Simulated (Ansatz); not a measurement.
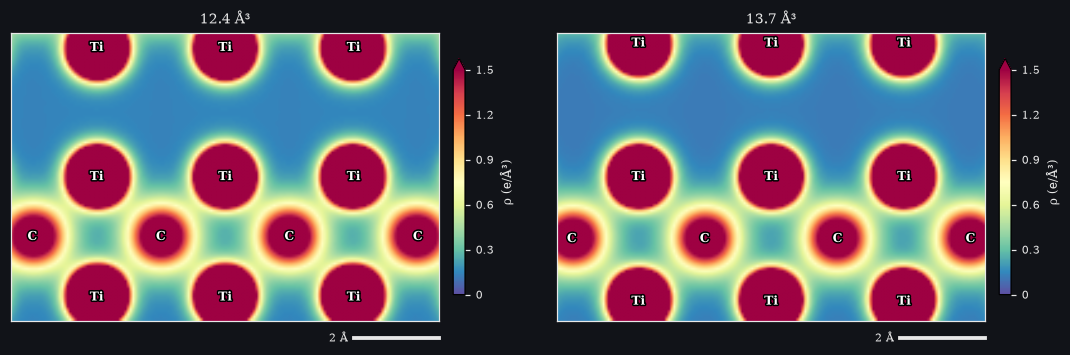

Ti₂C. The valence electron density of cells scaled evenly to different volumes (given per atom above each panel), on the (110) plane of each (indices in the axes of the cell below), at one length scale and on one colour scale.

A structure from a database of computed crystals, not necessarily the ambient phase.

Method: Ansatz 0.2.0, Kohn-Sham DFT of a periodic cell, LDA, Ansatz PAW.

The density is the valence pseudo-density of a PAW calculation; it isn't the true density close to the nuclei.

The largest cell:

```cif
data_structure
_symmetry_space_group_name_H-M 'P 1'
_symmetry_Int_Tables_number 1
_cell_length_a 3.1219
_cell_length_b 5.1995
_cell_length_c 3.1219
_cell_angle_alpha 107.470
_cell_angle_beta 60.000
_cell_angle_gamma 107.470
_cell_volume 41.17
loop_
_atom_site_label
_atom_site_type_symbol
_atom_site_fract_x
_atom_site_fract_y
_atom_site_fract_z
_atom_site_occupancy
Ti1 Ti 0.75450 0.26351 0.75450 1
Ti2 Ti 0.24550 0.73649 0.24550 1
C1 C 0.50000 0.50000 0.50000 1
```

| volume (Å³/atom) | Ti–C contact in the plane (Å) | ρ at its midpoint (e/Å³) | pressure (GPa) | 
| --- | --- | --- | --- |
| 12.40 | 2.069 | 0.604 | 2.6 | 
| 13.19 | 2.112 | ? | ? | 
| 13.72 | 2.140 | 0.528 | −15.3 | 

**Estimate the missing row, and compare with the calculation.**

Over the known rows ln ρ falls by 1.89 per Å of Ti–C distance (the line through the two), which gives 0.557 e/Å³ at 2.112 Å; the calculation gives 0.556 e/Å³. For the pressure, a straight line in volume between the neighbouring rows gives −8.1 GPa; the calculation gives −9.3, lower because pressure rises ever faster on compression.
